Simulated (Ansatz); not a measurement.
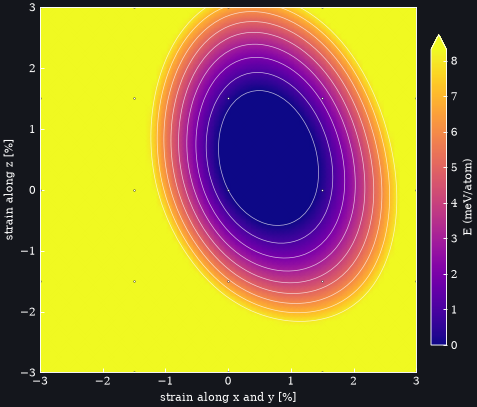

Si (P6/mmm, No. 191; 1 atom in the cell). The cell is strained homogeneously, by one strain along x and y and another along z, with fractional coordinates fixed (x along [1 0 0], z along [0 0 1] of the conventional cell). The first coordinate is: strain along x and y; the second: strain along z. The grid has 5 × 5 points. Points are written as (first, second). Energies: meV/atom, counted from the lowest grid point. The reference cell is the one listed in the database, not relaxed at this level. Level of theory: DFT r2SCAN, scalar-relativistic, plane waves, PAW (Ansatz 0.2.0). Settings: cutoff 500 eV, k-mesh 24×24×20 in the order of the run's cell vectors, gaussian smearing 0.15 eV, no spin polarisation.

In the figure: a smooth colour map with a few white contour lines, dots at the grid points, one colour for all values above the top of the scale. Between grid points the surface is interpolated.

Estimate the clamped-ion elastic constants that this map fixes.

With the cell volume of 14.7 Å³, the curvatures of the interpolated surface at its minimum give C₁₁ + C₂₂ + 2C₁₂ ≈ 570 GPa, C₃₃ ≈ 300 GPa and C₁₃ + C₂₃ ≈ 74 GPa (clamped ions, Cartesian axes of the cell). A stretch of 1 % along z with free sides (kept equal in x and y) would change the in-plane lengths by about −0.13 %.
